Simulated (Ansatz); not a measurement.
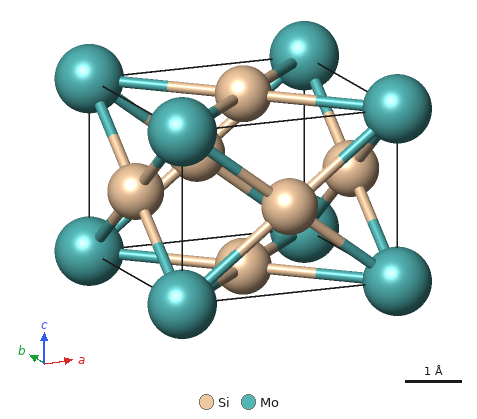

Structure drawing (ball-and-stick), viewed slightly off an axis. The edges of the conventional unit cell are marked. Cell: a = 4.19 Å, b = 4.19 Å, c = 3.18 Å, α = 90.00°, β = 90.00°, γ = 90.00°.

The model was built from a structure type filled with these elements by a generator (whether the compound takes this form wasn't checked). Earlier steps of the study may have refined or changed the cell and positions. Ansatz was used for an electronic-structure calculation on it.

**Describe the arrangement of the atoms.**

The formula is Si$_{3}$Mo. It is primitive tetragonal, space group P4/mmm (No. 123). Atoms per cell: 4 (3 Si, 1 Mo). Each Mo atom is coordinated by twelve Si at about 2.6 to 3.0 Å. Not all metal-metal contacts are counted. The bonds build a three-dimensional framework.

The numbers come from DFT PBE, scalar-relativistic, plane waves, PAW (Ansatz 0.2.0), using plane waves up to 420 eV, a 12×12×14 k-point grid, Gaussian smearing of 0.1 eV, no spin polarisation.

**Does it come out as a metal, or with a gap?**

A metal: bands cross the Fermi level.

**List the Bader charges.**

Si -0.21 to -0.02 e; Mo +0.25 e.

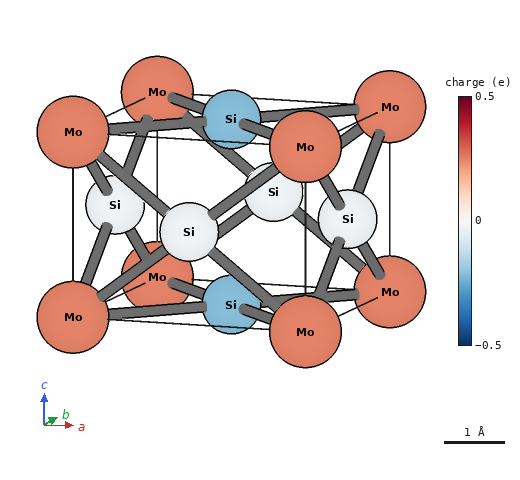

The atoms coloured by those charges. The run's cell of 4 atoms is drawn.

**Is this the optimised geometry for these settings?**

Yes. All forces vanish to within 0.01 eV/Å. The pressure is 0.0 GPa, close to zero.
